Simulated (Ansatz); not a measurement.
## W: 6 runs along one coordinate

System: W (C2/m, 2 atoms in the cell).
Method: DFT LDA, scalar-relativistic, plane waves, PAW, no spin polarisation (Ansatz 0.2.0).

The 6 runs differ only in the geometry, by a shift of atoms along one path in a fixed cell. The shift s is measured from run 4: W1 moves along the Cartesian direction (0.00, −1.00, 0.00), and W2 with it in fixed proportion. The structure derives from an entry of the Crystallography Open Database.

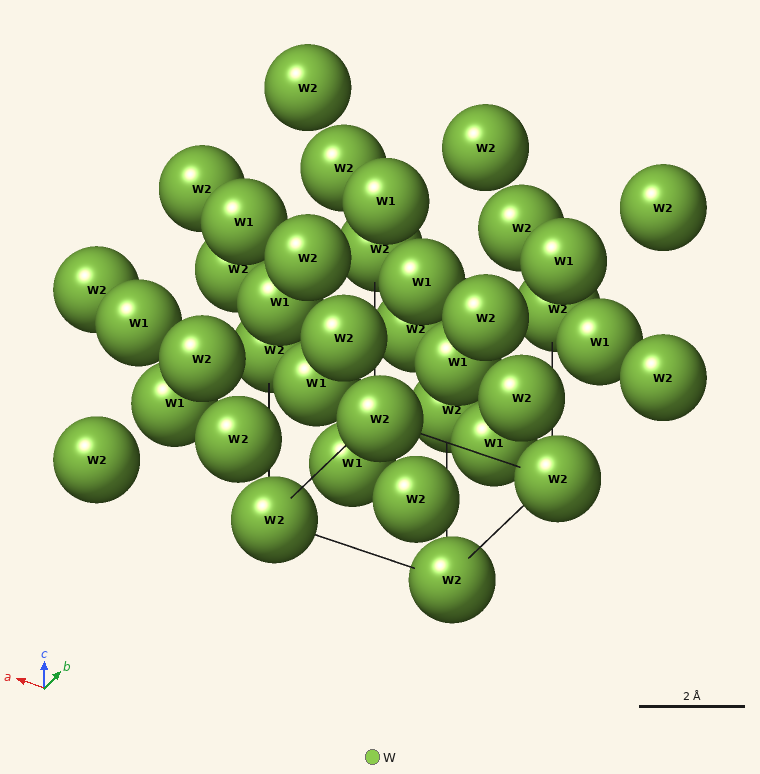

Figure 1. The structure of run 4 (spheres-only view of the cell 2 times as large as that of the calculation, set on its symmetry axes, repeated 2 × 2 × 1, seen at an oblique angle; atoms are numbered from 1 in the order of the input).

**Input of run 4**
```yaml
crystal:
  lattice:
    - [0.0, -1.98627029, -1.98627029]
    - [0.0, 1.98627029, -1.98627029]
    - [3.97254058, 0.0, 0.0]
  atoms:
    - { symbol: W, position: [0.5305094429, 0.4694905571, 0.4931529963] }
    - { symbol: W, position: [-0.0305094429, 0.0305094429, 0.0068470037] }
basis:
  ecutwfc: 420
kpoints:
  mp_grid: { grid: [16, 16, 12] }
hamiltonian:
  xc: lda
scf:
  occupations: { method: gaussian, width: 0.15 }
output:
  forces: true
  stress: true
  eigenvalues: true
```

Command:
```bash
ansatz run input.yaml --threads 2 --pin off --max-ram 4096MiB --backend cpu --events-out ev --progress --plain --runs-dir out
```

Lattice vectors (Å) and fractional positions of run 4:
```
   0.000000   -1.986270   -1.986270
   0.000000    1.986270   -1.986270
   3.972541    0.000000    0.000000
W   0.530509  0.469491  0.493153
W  -0.030509  0.030509  0.006847
```

Run 2 differs from it as follows:
```diff
-    - { symbol: W, position: [0.5305094429, 0.4694905571, 0.4931529963] }
-    - { symbol: W, position: [-0.0305094429, 0.0305094429, 0.0068470037] }
+    - { symbol: W, position: [0.5101698143, 0.4898301857, 0.4931529963] }
+    - { symbol: W, position: [-0.0101698143, 0.0101698143, 0.0068470037] }
```

**Results, with one run withheld**

| run | shift s of W1 (Å) | free energy per atom, from the lowest run given (meV) | pressure (GPa) | force along the path (eV/Å) |
| --- | --- | --- | --- | --- |
| 1 | −0.1212 | 0.00 | 0.35 | 0.000 |
| 2 | −0.0808 | ? | ? | ? |
| 3 | −0.0404 | 23.19 | 1.95 | −1.141 |
| 4 | 0.0000 | 52.13 | 3.87 | −1.730 |
| 5 | 0.0404 | 93.29 | 6.60 | −2.367 |
| 6 | 0.0808 | 149.39 | 10.07 | −3.241 |

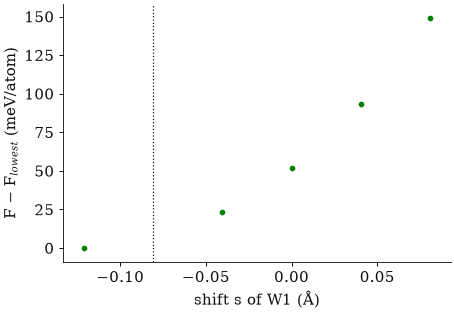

Figure 2. Free energy per atom of the runs given; the dotted line marks run 2.

Estimate the energy of run 2 from the others.

A cubic polynomial in the coordinate, fitted to the 5 runs given, misses them by at most 0.24 meV per atom. With x = s + 0.0081, it reads F = 45.159 + 799.12 x + 3903.3 x² + 3263.2 x³ (meV per atom). At run 2 it gives 6.44 meV per atom, and the run itself gives 5.83. The slope of the fit gives a force −dF/ds of −0.567 eV/Å along the path (summed over the atoms that move), and the printed forces give −0.577 eV/Å. The fit has no minimum inside this range. So low a polynomial doesn't follow these energies more closely.

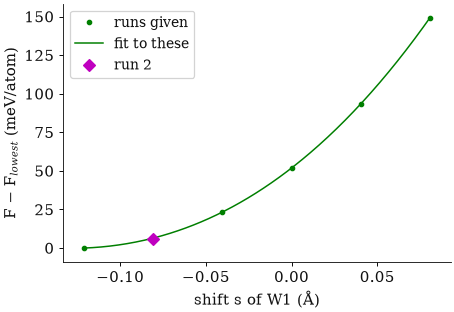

Figure 3. The fit and the withheld run.

**Output, shortened to warnings, some set-up lines, iterations and results (run 2)**
```
Basis set: ecut = 420 eV, 633 PW (Γ)
Symmetry: 4 space group operations
k-points: 826 of 3072
Initial density: superposition of atomic densities (neutral atoms: chi_scale 0, normalization atom), corrected by the library's trained network
[...]
SCF iter   1: F=—  HF=-20258.685908 eV  |F-HF|=—  |Δ(HF+E_count)|=         —  Δρ=7.81e-3  dr2=1.64e-2  ethr=1.77e-3  ⟨swp⟩=5.0  Hψ=63295  notcnv=0
SCF iter   2: F=—  HF=-20258.682598 eV  |F-HF|=—  |Δ(HF+E_count)|=   3.31e-3  Δρ=4.85e-3  dr2=6.35e-3  ethr=5.85e-5  ⟨swp⟩=1.1  Hψ=21649  notcnv=0
SCF iter   3: F=—  HF=-20258.680493 eV  |F-HF|=—  |Δ(HF+E_count)|=   2.10e-3  Δρ=2.01e-4  dr2=5.56e-6  ethr=2.27e-5  ⟨swp⟩=2.5  Hψ=22523  notcnv=0
SCF iter   4: F=—  HF=-20258.680492 eV  |F-HF|=—  |Δ(HF+E_count)|=   1.33e-6  Δρ=5.45e-5  dr2=9.57e-7  ethr=1.99e-8  ⟨swp⟩=2.0  Hψ=26625  notcnv=0
SCF iter   5: F=—  HF=-20258.680492 eV  |F-HF|=—  |Δ(HF+E_count)|=   3.26e-7  Δρ=1.27e-5  dr2=1.29e-7  ethr=3.42e-9  ⟨swp⟩=2.0  Hψ=24511  notcnv=0
SCF iter   6: F=-20258.680492 eV  HF=-20258.680492 eV  |F-HF|=1.37e-8  |Δ(HF+E_count)|=   2.72e-8  Δρ=5.46e-6  dr2=1.89e-8  ethr=3.57e-10  ⟨swp⟩=5.7  Hψ=60914  notcnv=0
SCF 1 converged in 6 iterations: F = -20258.680492 eV  dr2 = 1.89e-8
SCF converged after 6 iterations
Free energy (F): -20258.680492 eV
Harris-Foulkes:  -20258.680492 eV  (|F-HF|=1.37e-8)
Internal energy: -20258.654256 eV  (E = F + TS)
E sigma→0 (E₀):  -20258.667374 eV
Entropy (-TS):   -0.026236 eV (-13.118 meV/atom)
Fermi energy:    22.079746 eV
--- Per-component energies (eV) ---
  E_band       = -161.345334
  E_kinetic    = 903.647183
  E_local      = -1202.121121  (includes V_loc(G=0)·N_el)
  E_nonlocal   = 13.903265
  E_hartree    = 431.227010
  E_xc         = -530.638308
  E_vxc        = -478.604025  (∫ρ·V_xc dr)
  E_paw        = -16619.610332  (= ΣΔE_a)
  E_vpaw       = -260.625730  (= ΣTr[D̂ρ^β])
  E_aug_tail   = -0.000133  (compensation charges beyond the density's cutoff)
  E_ewald      = -3255.628126
  E_core_change = 0.566306  (= ΣΔE_core)
  E_smearing   = -0.026236  (= −TS)
  E_closure    = -0.000000  (closes the sum)
  Σ components = -20258.680492   (vs F -20258.680492, Δ=0.00e0)
--- Forces (eV/Å), atoms counted from 1 ---
  atom   1  W      0.85227790     0.28845493     0.00000000
  atom   2  W     -0.85227790    -0.28845493     0.00000000
  max |Σ_I F_I| component: 0.00e0 eV/Å
--- Stress (GPa, compression-positive) ---
        0.076889      -0.998045       0.000000
       -0.998045       0.618824       0.000000
        0.000000       0.000000       1.589365
  P = ⅓ Tr σ = 0.7617 GPa (7.617 kbar)
```

Notes: Spin–orbit coupling is left out, which matters for W.
